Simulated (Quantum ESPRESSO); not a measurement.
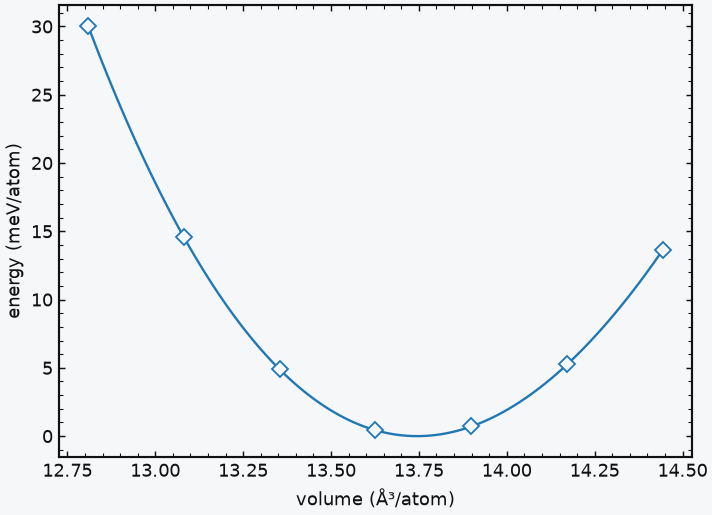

The picture above shows the energy against volume.

Computed with Quantum ESPRESSO 7.5: plane-wave DFT, no spin polarisation; energies at scaled volumes of the given cell, shape and fractions fixed, counted from the fit's minimum, third-order Birch-Murnaghan fit. Level: rev-vdW-DF2.

### For which of these solids was it computed?
A. KI, Fm-3m (No. 225)
B. PbS, Fm-3m (No. 225)
C. BAs, F-43m (No. 216)

C, BAs: energy from 0.43 meV/atom to 30.04 meV/atom, V0 13.74 Å³/atom, B0 134 GPa. The others give: KI, energy from 0.12 meV/atom to 7.99 meV/atom, V0 43.57 Å³/atom, B0 12.7 GPa; PbS, energy from 0.00 meV/atom to 33.44 meV/atom, V0 26.63 Å³/atom, B0 55.9 GPa.

For BAs, limits of the calculation: potentials made for another functional.

For KI, limits of the calculation: potentials made for another functional.

For PbS, limits of the calculation: potentials made for another functional; spin-orbit coupling left out, heavy elements.
